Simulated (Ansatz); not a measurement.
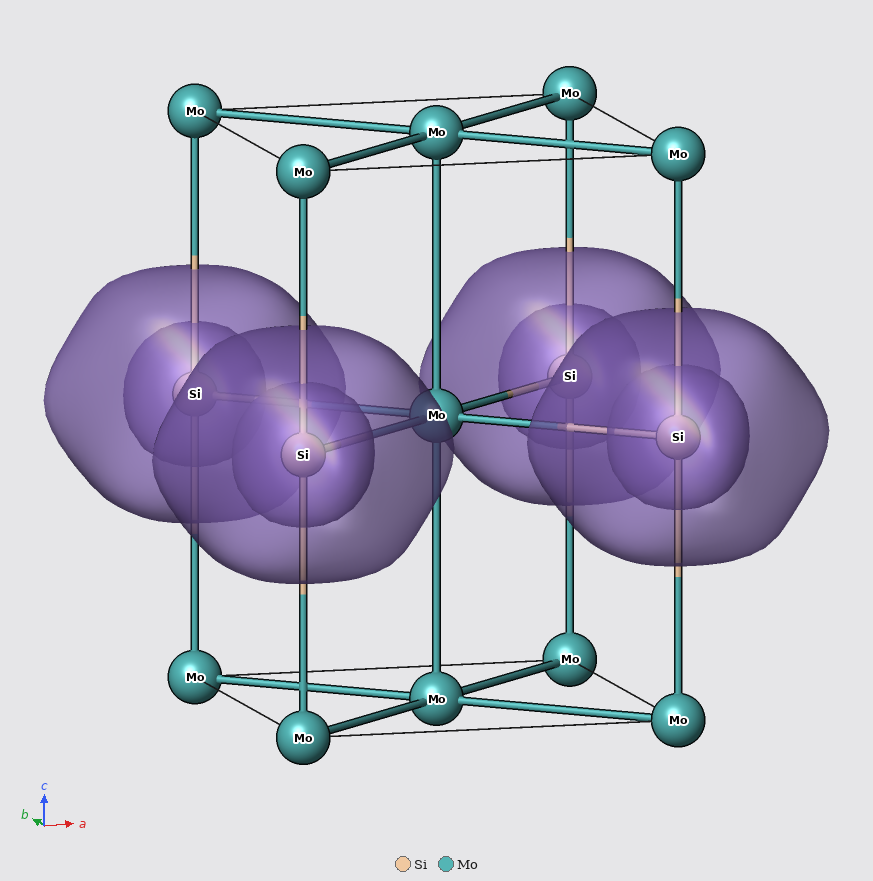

The picture shows: SiMo₃. Isosurface of the ELF at 0.55 (purple), seen slightly off an axis. Core shells and regions of very low density are left out. Sticks mark near contacts.

Space group P4/mmm; a structure generated by program, which may or may not match a known phase; computed without spin polarisation.

These are results of DFT PBE, scalar-relativistic, plane waves, PAW in Ansatz 0.2.0, not measurements.

In a PAW calculation such maps are meaningful between the atoms, not at the nuclei.

```
CELL_PARAMETERS angstrom
3.58659 0.00000 0.00000
0.00000 3.58659 0.00000
0.00000 0.00000 5.27314
ATOMIC_POSITIONS crystal
Si 0.00000 0.00000 0.50000
Mo 0.00000 0.00000 0.00000
Mo 0.50000 0.50000 0.50000
Mo 0.50000 0.50000 0.00000
```

Q: Where are the electrons localised?

A: At this value the surface marks out one region wrapped around Si (its valence shell), counted in one cell of 4 atoms. Any copies at cell faces, edges or corners count once. Along the contacts the grid gives the following. Si–Mo (2.54 Å): the ELF peaks at about 0.70 in the valence shell of Si, 0.9 Å from its nucleus, and is about 0.40 at the midpoint. Mo–Mo (2.54 Å): the ELF is about 0.30 at the midpoint.

Q: What Bader charges does the calculation give?

A: Electrons move from Mo towards Si. Bader charges: Si −0.40 and Mo −0.03 to +0.28 e.
